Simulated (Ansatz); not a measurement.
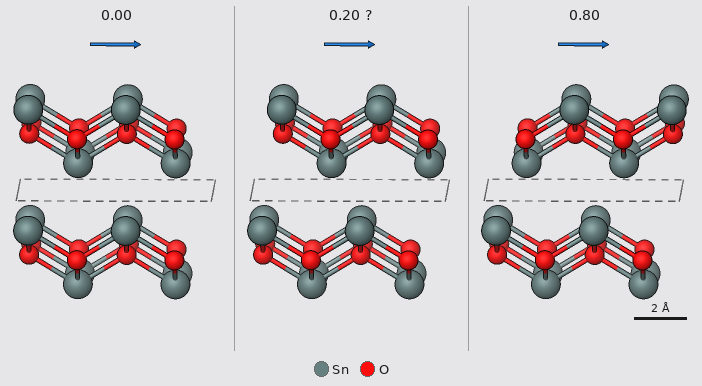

A crystal of SnO (Cmce): the crystal above a cut along the (0 0 1) plane of the conventional cell (between a plane of Sn below and one of Sn above, 2.44 Å apart) is slid rigidly by fractions of an in-plane lattice vector 3.80 Å long (a generalised stacking fault). One cut stands in each cell, which starts 9.5 Å high; nothing is relaxed, and the dashed outline marks the cut, the arrow on top the direction of slip. The picture is a ball-and-stick view of the layers on both sides of the cut, seen from the side, nearly along the cut plane.

Computed with Ansatz 0.2.0, DFT PBEsol, scalar-relativistic, plane waves, PAW. Set-up: plane-wave cutoff 420 eV; k-point mesh 10 × 10 × 4; occupations gaussian; smearing width 0.15 eV; no spin polarisation. Energies (free energies at the smearing named) are counted from the relaxed crystal.

```
slip (fraction of the lattice vector)  γ (mJ/m²)
                                 0.00          0
                                 0.10         50
                                 0.20          ?
                                 0.30        410
                                 0.40        658
                                 0.60        651
                                 0.80        186
```

### One row is withheld. What is its energy?

A straight line between the two neighbours gives 230 mJ/m². A cubic through the four nearest rows (0.00, 0.10, 0.30, 0.40) gives, with Lagrange weights, (−0.1667)(0) + (0.6667)(50) + (0.6667)(410) + (−0.1667)(658) = 197 mJ/m². The calculation gives 192 mJ/m², so the cubic is 5 mJ/m² too high and the straight line 38 mJ/m² too high, as the curve bends upwards here.

The whole profile:

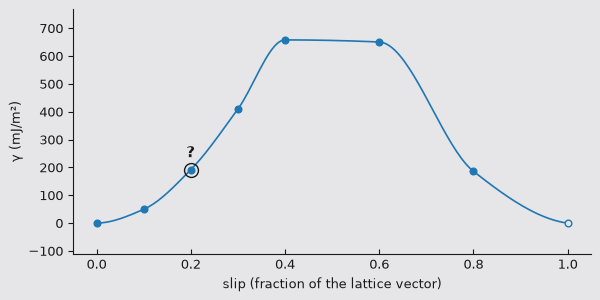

Limits of the set-up: layers or molecules are held without a dispersion correction, so their spacing is unreliable.
